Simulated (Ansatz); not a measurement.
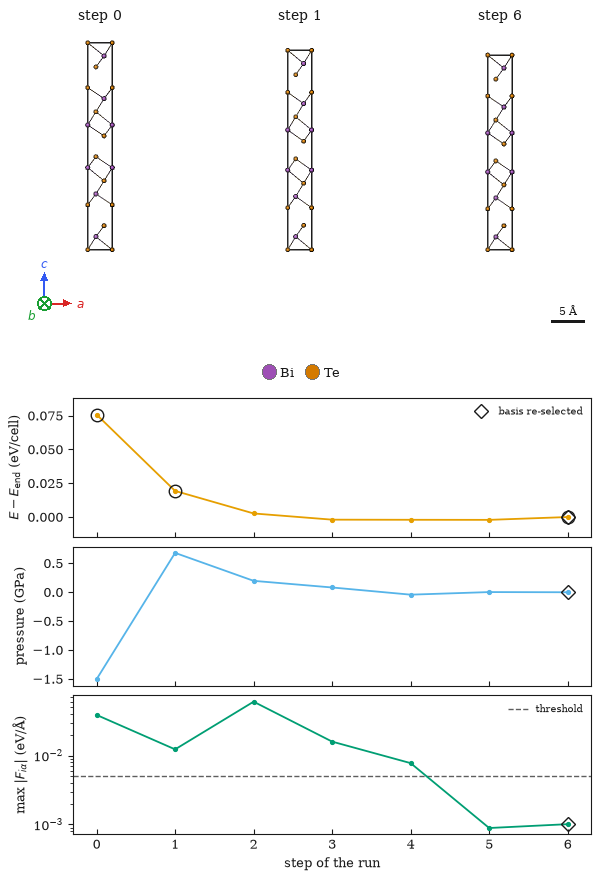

Frames of a relaxation of solid Bi₂Te₃ (set up in R-3m), marked on the history of the run. The picture is a ball-and-stick view of the conventional cell (3 times the calculation's cell), seen along the b axis. Lengths and directions refer to the drawn axes.

Method: DFT PBEsol, scalar-relativistic, plane waves, PAW (Ansatz). (plane-wave cutoff 420 eV; k-point mesh 12 × 12 × 12; occupations gaussian; smearing width 0.02 eV; no spin polarisation; cell and atoms relaxed; force threshold 0.005 eV/Å; at most 80 steps)

Question: Describe the path.

Answer: The energy falls by 75.8 meV per cell of the calculation in 5 accepted moves (6 points after the start). Largest force component: 0.039 eV/Å at the start, 0.001 eV/Å at the end. The pressure goes from −1.50 to 0.00 GPa. At 1 point the geometry stayed and the basis and grid were re-selected for the new cell (energy shift of 2.1 meV per cell of the calculation at most each time). The largest moves relative to the cell, 0.21 Å, are those of Te atoms. By element the largest moves are Te 0.21 Å, Bi 0.09 Å. Cell: a = b 4.418 → 4.380 Å (−0.9 %), c 32.257 → 30.335 Å (−6.0 %). Volume −7.6 %. Near-neighbour distances that change, for instance: Bi–Te 3.271 → 3.234 Å, Bi–Te 3.071 → 3.060 Å. The space group stays R-3m (No. 166). From step 0 to 1: Te atoms move most (0.19 Å), volume −8.5 %, energy −56.5 meV per cell of the calculation. From step 1 to 6: Te atoms move most (0.02 Å), volume +1.1 %, energy −19.3 meV per cell of the calculation.
